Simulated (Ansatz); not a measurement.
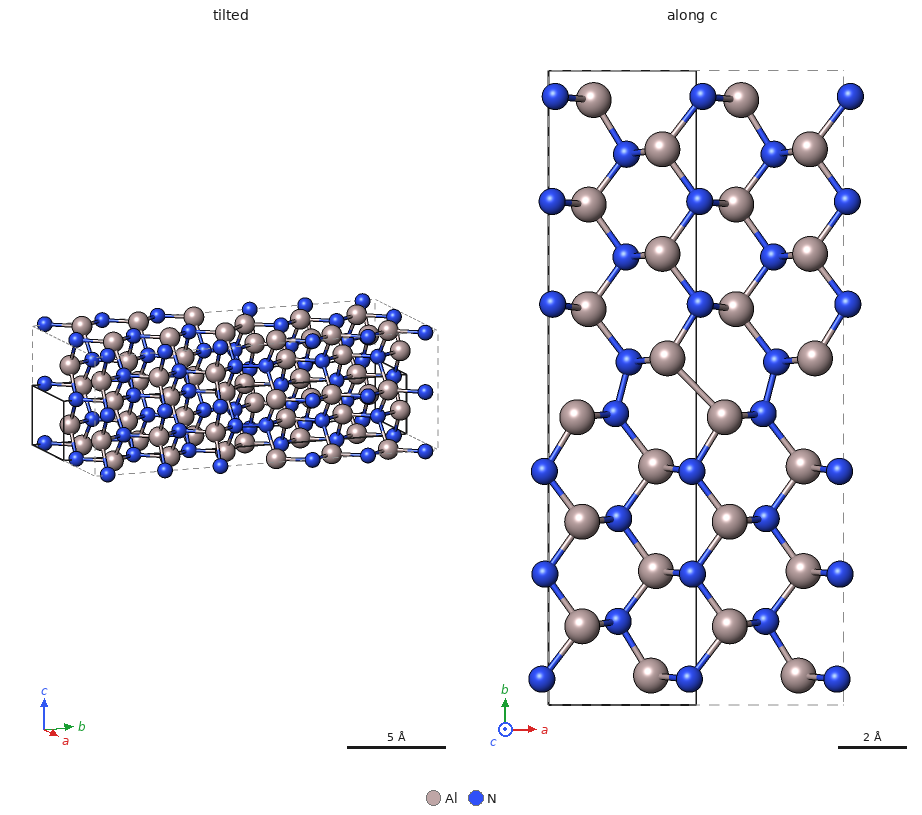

The image is a ball-and-stick drawing of a crystal, viewed slightly off an axis and along the c axis. Solid lines give the conventional unit cell, repeated here 2×1×2 times. Cell: a = 4.403 Å, b = 18.929 Å, c = 3.114 Å, α = 90.00°, β = 90.00°, γ = 90.00°.

Summary of the structure:

The compound is AlN. The lattice is primitive orthorhombic and the space group Pnnm (No. 58). In the cell are 12 Al, 12 N, which makes 12 formula units. Within bonding distance, the neighbour counts come to Al 4 and N 4.

The structure was taken from a structure listed in the Materials Project. It was relaxed with DFT PBE, scalar-relativistic, plane waves, PAW in Ansatz 0.2.0 under a constraint or pressure on the cell, so some stress remains.
